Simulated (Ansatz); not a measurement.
Run report: Si$_{12}$HO$_{24}$, geometry relaxation (part 4 of 4)

Continued. System: Si$_{12}$HO$_{24}$ (defect cell, 37 atoms in the cell). Method: DFT PBEsol, scalar-relativistic, plane waves, PAW, PAW set soft_1, spin-polarised (Ansatz 0.2.0); cutoff 420 eV, 2×2×1 k-mesh, Fermi–Dirac smearing of 0.05 eV, collinear spins. The structure derives from an entry of the Crystallography Open Database. It belongs to a series of runs on one base structure; here: start relaxed.

Trajectory as extended XYZ, continued
```
37
Lattice="-2.4585 4.2582 5.4100 4.9170 0.0000 5.4100 4.9170 8.5165 0.0000" Properties=species:S:1:pos:R:3:forces:R:3 step=13 energy=-20972.48853
Si    7.2141    8.5776    3.5993    0.0087  -0.0059   0.0185
Si    3.8111    2.0516    7.2373   -0.0009   0.0066  -0.0004
Si    1.3409    2.3379    0.0118    0.0254   0.0002   0.0062
O     6.2917    9.7394    4.2450    0.0018   0.0085   0.0025
O     0.3760    1.8445    1.2155   -0.0052  -0.0008   0.0018
O     0.7850    4.9070    7.8292   -0.0003  -0.0203   0.0050
O     0.8186    3.7298    4.8121    0.0087  -0.0051  -0.0061
O     0.3683    6.8357    6.0170   -0.0082  -0.0009   0.0051
O     3.8291    3.1550    8.4266   -0.0080  -0.0139   0.0020
Si    4.7883    4.3051    3.5951   -0.0369   0.0488  -0.0117
Si    6.2649    6.2683    7.2050    0.0535  -0.0120  -0.0214
Si    3.7819    6.5516   -0.0305   -0.0089   0.0013   0.0040
O     3.8268    5.4543    4.2130   -0.0092   0.0028   0.0017
O     2.8106    6.0000    1.1469    0.0157  -0.0001  -0.0058
O     3.2278    9.2089    7.8181   -0.0196  -0.0162   0.0333
O     3.2889    7.9717    4.8164   -0.0067   0.0231  -0.0070
O     2.7984   11.0876    5.9896    0.0130   0.0091   0.0038
O     6.3923    7.3801    8.3793   -0.0126  -0.0193  -0.0287
Si   -0.1362    4.3086    3.6352   -0.0013   0.0147   0.0028
Si    1.3366    6.2915    7.2015    0.0159   0.0215  -0.0230
Si    3.8016    6.5522    5.4050   -0.0138  -0.0030  -0.0204
O     3.8210    5.4449    9.6872   -0.0098   0.0128  -0.0096
O     2.7990    6.0136    6.5635    0.0106  -0.0098   0.0075
O     0.8020    4.8900    2.4449   -0.0065   0.0180  -0.0054
O     5.7186    3.7373    4.8032   -0.0123  -0.0141   0.0194
O     5.2908    6.7773    6.0062    0.0124  -0.0153  -0.0021
O     3.8520    3.1387    2.9776    0.0238   0.0036   0.0097
Si    2.3781    8.5566    3.6079   -0.0109   0.0000   0.0287
Si    3.7685   10.5972    7.1923    0.0020  -0.0176  -0.0060
Si    1.3386    2.3281    5.4316    0.0032  -0.0004   0.0036
O     6.3149    9.7045    9.6031   -0.0005   0.0023   0.0040
O     5.2566   10.3411    6.6072    0.0064   0.0070  -0.0011
O     3.3288    9.1507    2.4387   -0.0013   0.0157  -0.0082
O     8.1411    7.9420    4.7680   -0.0054   0.0142  -0.0025
O     2.8147    2.5491    6.0576    0.0062  -0.0021  -0.0068
O     6.2412    7.4558    2.9567    0.0076   0.0068   0.0067
H     4.1824    7.2177    8.1138   -0.0364  -0.0603  -0.0001
37
Lattice="-2.4585 4.2582 5.4100 4.9170 0.0000 5.4100 4.9170 8.5165 0.0000" Properties=species:S:1:pos:R:3:forces:R:3 step=14 energy=-20972.49255
Si    7.2297    8.5819    3.6074   -0.0298  -0.0088  -0.0168
Si    3.8099    2.0614    7.2421   -0.0016  -0.0172   0.0196
Si    1.3384    2.3392    0.0248   -0.0187   0.0564   0.0258
O     6.3053    9.7479    4.2435    0.0015   0.0039   0.0059
O     0.3792    1.8476    1.2337    0.0211  -0.0072  -0.0063
O     0.8007    4.9042    7.8330    0.0115   0.0053  -0.0098
O     0.8284    3.7386    4.8042    0.0049  -0.0121   0.0071
O     0.3692    6.8359    6.0211    0.0035  -0.0098  -0.0035
O     3.8253    3.1644    8.4317    0.0044   0.0128   0.0067
Si    4.8022    4.3044    3.5933    0.0267  -0.0148  -0.0068
Si    6.2555    6.2830    7.1954    0.0067   0.0077  -0.0050
Si    3.7873    6.5604   -0.0155    0.0212   0.0011  -0.0216
O     3.8309    5.4579    4.1848   -0.0425  -0.0088  -0.0187
O     2.8119    6.0171    1.1615   -0.0017  -0.0188   0.0022
O     3.2729    9.2001    7.8386   -0.0178  -0.0172  -0.0226
O     3.2695    7.9639    4.8020    0.0093  -0.0174   0.0272
O     2.8064   11.0794    6.0078   -0.0377  -0.0001  -0.0199
O     6.3545    7.4142    8.3523   -0.0127  -0.0142   0.0419
Si   -0.1386    4.3191    3.6376    0.0262  -0.0537  -0.0159
Si    1.3493    6.2854    7.1932   -0.0853  -0.0010   0.0296
Si    3.7988    6.5472    5.3820    0.0793   0.0465  -0.0153
O     3.8124    5.4420    9.7036   -0.0044   0.0163   0.0020
O     2.7996    5.9930    6.5364    0.0138  -0.0201  -0.0006
O     0.7912    4.9093    2.4450   -0.0056   0.0000   0.0131
O     5.7072    3.7385    4.8212    0.0408  -0.0700   0.0248
O     5.2912    6.7726    5.9806   -0.0786  -0.0067  -0.0100
O     3.8787    3.1346    2.9655   -0.0146   0.0031  -0.0124
Si    2.3575    8.5653    3.6033   -0.0183   0.0295  -0.0506
Si    3.7864   10.5942    7.2046    0.0349   0.0284   0.0138
Si    1.3501    2.3387    5.4283   -0.0148  -0.0089   0.0127
O     6.3074    9.7149    9.6153   -0.0007   0.0226   0.0293
O     5.2721   10.3519    6.6079    0.0289   0.0182  -0.0334
O     3.3141    9.1648    2.4405   -0.0007   0.0021   0.0108
O     8.1539    7.9548    4.7829    0.0213   0.0019   0.0083
O     2.8279    2.5602    6.0512   -0.0137   0.0237  -0.0170
O     6.2581    7.4567    2.9670    0.0133  -0.0040  -0.0031
H     4.0710    7.0583    8.1001    0.0300   0.0313   0.0087
37
Lattice="-2.4585 4.2582 5.4100 4.9170 0.0000 5.4100 4.9170 8.5165 0.0000" Properties=species:S:1:pos:R:3:forces:R:3 step=16 energy=-20972.49489
Si    7.2301    8.5808    3.6067   -0.0039  -0.0046   0.0010
Si    3.8098    2.0573    7.2402   -0.0017  -0.0036  -0.0006
Si    1.3362    2.3352    0.0210    0.0006   0.0003   0.0033
O     6.3049    9.7452    4.2442    0.0004   0.0010  -0.0007
O     0.3780    1.8397    1.2293    0.0015  -0.0007   0.0003
O     0.7965    4.9029    7.8289    0.0005   0.0017  -0.0019
O     0.8295    3.7361    4.8043   -0.0001   0.0004  -0.0020
O     0.3658    6.8347    6.0181   -0.0004   0.0007  -0.0016
O     3.8293    3.1583    8.4314    0.0014   0.0006   0.0008
Si    4.7971    4.3027    3.5910   -0.0003   0.0064   0.0014
Si    6.2555    6.2817    7.1981    0.0023   0.0063   0.0057
Si    3.7892    6.5647   -0.0157   -0.0004  -0.0036  -0.0001
O     3.8272    5.4565    4.1873   -0.0004   0.0012   0.0007
O     2.8105    6.0201    1.1589   -0.0022   0.0003   0.0003
O     3.2610    9.1996    7.8301   -0.0008  -0.0051   0.0022
O     3.2727    7.9670    4.8030   -0.0005   0.0008   0.0011
O     2.8066   11.0856    6.0090   -0.0010   0.0002  -0.0006
O     6.3562    7.4054    8.3646    0.0006  -0.0024  -0.0042
Si   -0.1357    4.3143    3.6355    0.0002  -0.0006   0.0010
Si    1.3430    6.2862    7.1925    0.0035  -0.0015   0.0000
Si    3.7975    6.5489    5.3838    0.0016  -0.0009   0.0003
O     3.8150    5.4401    9.6977   -0.0004  -0.0019   0.0008
O     2.7969    5.9976    6.5393    0.0008   0.0013   0.0025
O     0.7942    4.9047    2.4434   -0.0005  -0.0012   0.0011
O     5.7049    3.7319    4.8155    0.0005   0.0031   0.0041
O     5.2862    6.7733    5.9878   -0.0016   0.0011   0.0023
O     3.8683    3.1360    2.9645   -0.0018  -0.0003  -0.0010
Si    2.3569    8.5655    3.6047    0.0014  -0.0022  -0.0056
Si    3.7866   10.5937    7.2038   -0.0010   0.0021   0.0012
Si    1.3507    2.3369    5.4281   -0.0014  -0.0036  -0.0002
O     6.3098    9.7174    9.6172   -0.0019   0.0006   0.0003
O     5.2718   10.3504    6.6062    0.0025  -0.0007   0.0002
O     3.3091    9.1615    2.4369   -0.0007   0.0013   0.0008
O     8.1605    7.9601    4.7815   -0.0009   0.0017  -0.0029
O     2.8277    2.5622    6.0511    0.0017   0.0019   0.0001
O     6.2625    7.4495    2.9721    0.0014  -0.0001   0.0006
H     4.1033    7.0996    8.1160    0.0017   0.0020  -0.0093
37
Lattice="-2.4585 4.2582 5.4100 4.9170 0.0000 5.4100 4.9170 8.5165 0.0000" Properties=species:S:1:pos:R:3:forces:R:3 step=17 energy=-20972.49489
Si    7.2301    8.5808    3.6067   -0.0042  -0.0044   0.0010
Si    3.8098    2.0573    7.2402   -0.0019  -0.0037  -0.0008
Si    1.3362    2.3352    0.0210    0.0007   0.0000   0.0033
O     6.3049    9.7452    4.2442    0.0005   0.0004  -0.0008
O     0.3780    1.8397    1.2293    0.0013  -0.0009   0.0003
O     0.7965    4.9029    7.8289    0.0002   0.0014  -0.0016
O     0.8295    3.7361    4.8043   -0.0007   0.0008  -0.0022
O     0.3658    6.8347    6.0181   -0.0006   0.0008  -0.0019
O     3.8293    3.1583    8.4314    0.0011   0.0000   0.0004
Si    4.7971    4.3027    3.5910   -0.0002   0.0063   0.0016
Si    6.2555    6.2817    7.1981    0.0026   0.0061   0.0058
Si    3.7892    6.5647   -0.0157   -0.0003  -0.0037  -0.0003
O     3.8272    5.4565    4.1873   -0.0002   0.0013   0.0009
O     2.8105    6.0201    1.1589   -0.0025   0.0005   0.0004
O     3.2610    9.1996    7.8301   -0.0008  -0.0049   0.0025
O     3.2727    7.9670    4.8030    0.0000   0.0008   0.0009
O     2.8066   11.0856    6.0090   -0.0003   0.0002   0.0000
O     6.3562    7.4054    8.3646    0.0007  -0.0024  -0.0047
Si   -0.1357    4.3143    3.6355    0.0005  -0.0008   0.0013
Si    1.3430    6.2862    7.1925    0.0032  -0.0016  -0.0002
Si    3.7975    6.5489    5.3838    0.0016  -0.0007   0.0002
O     3.8150    5.4401    9.6977   -0.0006  -0.0020   0.0006
O     2.7969    5.9976    6.5393    0.0007   0.0013   0.0026
O     0.7942    4.9047    2.4434   -0.0003  -0.0011   0.0005
O     5.7049    3.7319    4.8155   -0.0002   0.0039   0.0033
O     5.2862    6.7733    5.9878   -0.0006   0.0008   0.0024
O     3.8683    3.1360    2.9645   -0.0019  -0.0001  -0.0009
Si    2.3569    8.5655    3.6047    0.0013  -0.0017  -0.0056
Si    3.7866   10.5937    7.2038   -0.0005   0.0025   0.0009
Si    1.3507    2.3369    5.4281   -0.0017  -0.0038   0.0000
O     6.3098    9.7174    9.6172   -0.0014  -0.0001  -0.0002
O     5.2718   10.3504    6.6062    0.0015  -0.0009   0.0008
O     3.3091    9.1615    2.4369   -0.0005   0.0012   0.0009
O     8.1605    7.9601    4.7815   -0.0011   0.0016  -0.0029
O     2.8277    2.5622    6.0511    0.0019   0.0016   0.0003
O     6.2625    7.4495    2.9721    0.0014   0.0000   0.0007
H     4.1033    7.0996    8.1160    0.0015   0.0016  -0.0096
```

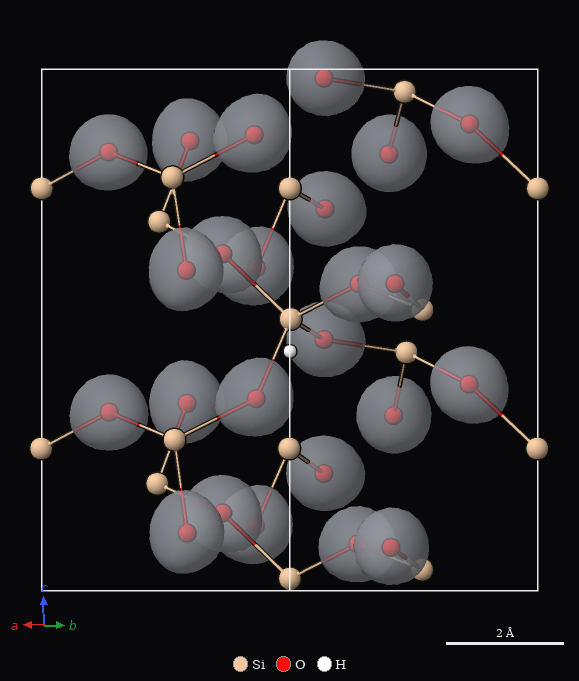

*Isosurface of the valence pseudo-density at 1.5 e/Å³ (grey), seen along [110]. Sticks mark near contacts. The outline is the calculation cell.*

At this value the density breaks into separate islands; it holds about 50 % of the electrons treated as valence. It is pinched off along the Si–O (1.62 Å), O–H (2.28 Å) and O–H (2.33 Å) contacts. On the grid the lowest density along these lines, outside the cores, is 1 e/Å³ (Si–O, 1.62 Å), 0.13 e/Å³ (O–H, 2.28 Å) and 0.12 e/Å³ (O–H, 2.33 Å). In a PAW calculation such maps are meaningful between the atoms, not at the nuclei.

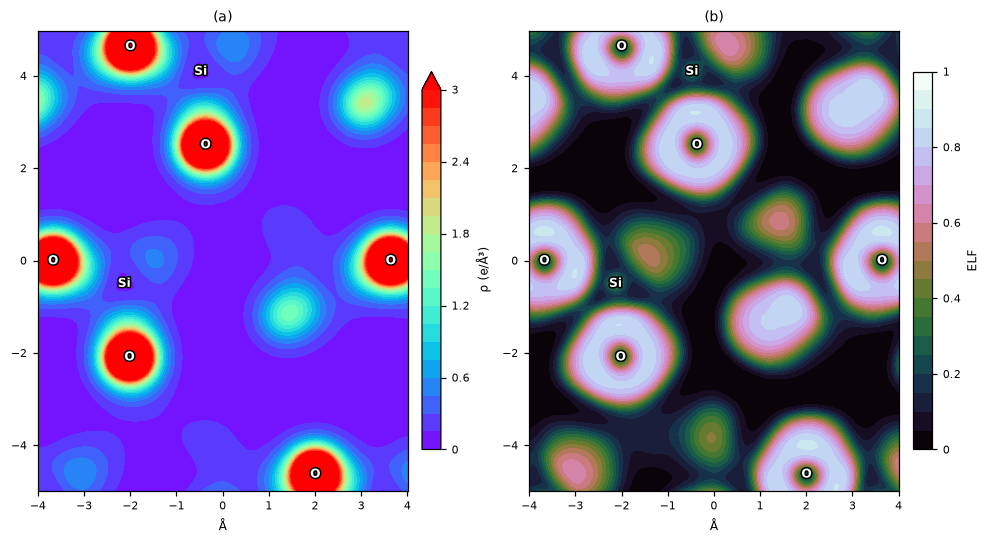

*(a) valence electron density; (b) ELF on the (100) plane of the calculation cell.*

The section cuts through O and Si sites. Si–O (1.62 Å): the density is about 1.2 e/Å³ at the midpoint; the ELF peaks at about 0.85 between the atoms, which marks a polar covalent bond. Away from the nuclei the density in this plane falls to 0.008 e/Å³ at its lowest.

The run was set up as follows.

Input
```yaml
crystal:
  lattice:
    - [-2.4585, 4.258247, 5.41]
    - [4.917, 0.0, 5.41]
    - [4.917, 8.516494, 0.0]
  atoms:
    - { symbol: Si, position: [0.0982333, 0.5684333, 0.9508833] }
    - { symbol: Si, position: [0.4017667, 0.9315667, 0.0342167] }
    - { symbol: Si, position: [0.0, 0.0, 0.2649] }
    - { symbol: O, position: [0.3197832, 0.4662833, 0.9737084] }
    - { symbol: O, position: [0.1802168, 0.0337167, 0.1167416] }
    - { symbol: O, position: [0.9332166, 0.5195166, 0.1066417] }
    - { symbol: O, position: [0.5739001, 0.3067001, 0.1398] }
    - { symbol: O, position: [0.9260999, 0.1932999, 0.3301] }
    - { symbol: O, position: [0.5667834, 0.9804834, 0.0830083] }
    - { symbol: Si, position: [0.0982333, 0.5684333, 0.4508833] }
    - { symbol: Si, position: [0.4017667, 0.9315667, 0.5342167] }
    - { symbol: Si, position: [0.0, 0.0, 0.7649] }
    - { symbol: O, position: [0.3197832, 0.4662832, 0.4737084] }
    - { symbol: O, position: [0.1802167, 0.0337168, 0.6167416] }
    - { symbol: O, position: [0.9332166, 0.5195166, 0.6066417] }
    - { symbol: O, position: [0.5739001, 0.3067001, 0.6398] }
    - { symbol: O, position: [0.9260999, 0.1932999, 0.8301] }
    - { symbol: O, position: [0.5667834, 0.9804834, 0.5830083] }
    - { symbol: Si, position: [0.5982333, 0.0684333, 0.2008833] }
    - { symbol: Si, position: [0.9017667, 0.4315667, 0.2842167] }
    - { symbol: Si, position: [0.5, 0.5, 0.5149] }
    - { symbol: O, position: [0.8197832, 0.9662833, 0.2237084] }
    - { symbol: O, position: [0.6802167, 0.5337168, 0.3667416] }
    - { symbol: O, position: [0.4332166, 0.0195166, 0.3566417] }
    - { symbol: O, position: [0.0739001, 0.8067001, 0.3898] }
    - { symbol: O, position: [0.4260999, 0.6932999, 0.5801] }
    - { symbol: O, position: [0.0667834, 0.4804834, 0.3330083] }
    - { symbol: Si, position: [0.5982333, 0.0684333, 0.7008833] }
    - { symbol: Si, position: [0.9017667, 0.4315667, 0.7842167] }
    - { symbol: Si, position: [0.5, 0.5, 0.0149] }
    - { symbol: O, position: [0.8197833, 0.9662832, 0.7237084] }
    - { symbol: O, position: [0.6802167, 0.5337168, 0.8667416] }
    - { symbol: O, position: [0.4332166, 0.0195166, 0.8566417] }
    - { symbol: O, position: [0.0739001, 0.8067001, 0.8898] }
    - { symbol: O, position: [0.4260999, 0.6932999, 0.0801] }
    - { symbol: O, position: [0.0667834, 0.4804834, 0.8330083] }
    - { symbol: H, position: [0.7432104, 0.751775, 0.6821481], spin: 1.0 }
magnetization:
  spin_polarized: true
basis:
  ecutwfc: 420.0
kpoints:
  mp_grid: { grid: [2, 2, 1] }
hamiltonian:
  xc: pbesol
  pseudopotentials: { kind: paw, azcp: { folder: soft_1 } }
scf:
  occupations: { method: fermi_dirac, width: 0.05 }
  lower_state_search: "off"
relax:
  f_tol: 0.08
  max_steps: 25
  adjacent_minimum: "off"
output:
  write_density: true
  write_potential: true
  elf: true
  volumetric_format: npy
```

Launched with:
```bash
ansatz run input.yaml --threads 2 --pin off --max-ram 5120MiB --backend cpu --events-out ev --progress --plain --runs-dir out
```

Summary

```json
{"quantity": "outcome", "value": "converged"}
{"quantity": "electrons treated", "value": "193"}
{"quantity": "free energy", "value": "−20972.4949 eV"}
{"quantity": "Fermi energy", "value": "5.698 eV"}
{"quantity": "gap on the k-point mesh", "value": "2.74 eV"}
{"quantity": "net moment of the cell", "value": "1.00 μB"}
{"quantity": "integrated absolute moment", "value": "1.04 μB"}
{"quantity": "final volume", "value": "453.09 Å³"}
{"quantity": "largest force (length of the vector) at the end", "value": "0.010 eV/Å"}
{"quantity": "hardware", "value": "2 threads of Arm Neoverse V2, 24 GiB of memory available, shared host"}
{"quantity": "wall time", "value": "4 min (CPU time 7.9 min)"}
{"quantity": "peak memory", "value": "1.1 GiB"}
```

Notes

Warnings of the run: the PAW datasets were made with another functional. So coarse a mesh can miss the band edges, so the true gap of this method can be much smaller, or zero. The k-point mesh is coarse for a cell of this size, so the results may not be converged.
